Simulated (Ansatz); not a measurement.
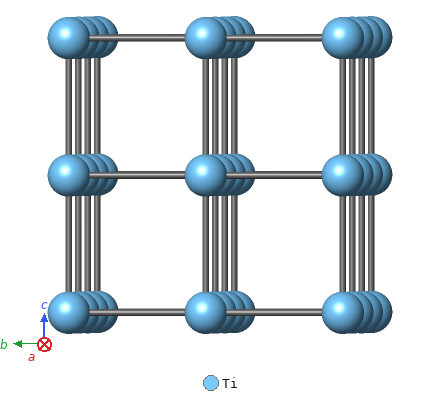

Ti (Pm-3m, No. 221): the input geometry of a calculation; the starting structure was generated, so it need not be a known form of this composition.

Space group Pm-3m (No. 221). a = 2.690 Å, b = 2.690 Å, c = 2.690 Å, α = 90.00°, β = 90.00°, γ = 90.00°
```
atom  site  symmetry       x       y       z
  Ti    1a      m-3m  0.0000  0.0000  0.0000
```

Question: What will a projected-potential map along [001] show? Computed as the sum of neutral-atom potentials (tabulated electron scattering factors, B = 0.5 Å²) projected along the beam and smoothed by 0.25 Å; brighter is more positive. The display is stretched by a gamma of 0.6; percentages refer to the linear signal.

Answer: The columns repeat on a square net with a repeat of 2.69 Å (plane group p4mm). All columns are alike (Ti). The shortest distance between visible columns is 2.69 Å in projection. Along the beam the structure repeats every 2.69 Å.

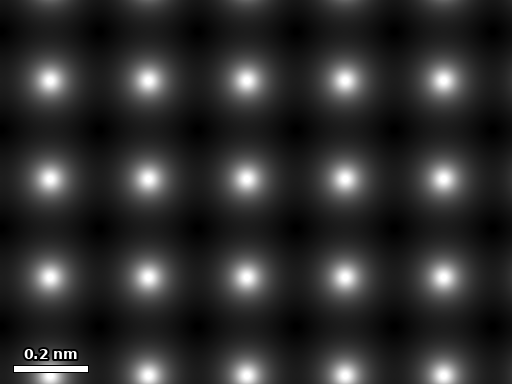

The simulated image.
